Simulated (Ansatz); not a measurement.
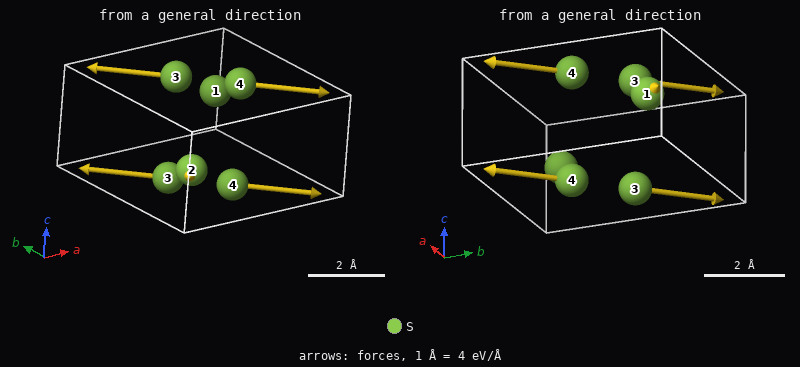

An orthographic spheres-only view of the structure, from two general directions. The simulation cell is drawn as a box. The arrows are the computed forces on the atoms.

System: S. Theory: DFT PBE, scalar-relativistic, plane waves, PAW in Ansatz. Numerical settings: a cutoff energy of 420 eV, an 8×8×12 sampling of the Brillouin zone, Gaussian smearing of 0.1 eV, no spin polarisation.

**Is the structure at rest?**

No. The atoms still feel forces of up to about 8 eV/Å, far above a usual threshold of 0.01 to 0.03 eV/Å.

**Where is the maximum force, and how large is it?**

S3 and S4, about 8 eV/Å.

The structure comes from a structure listed in the Materials Project. The cell was then strained or its atoms displaced on purpose. It went into a calculation with Ansatz.
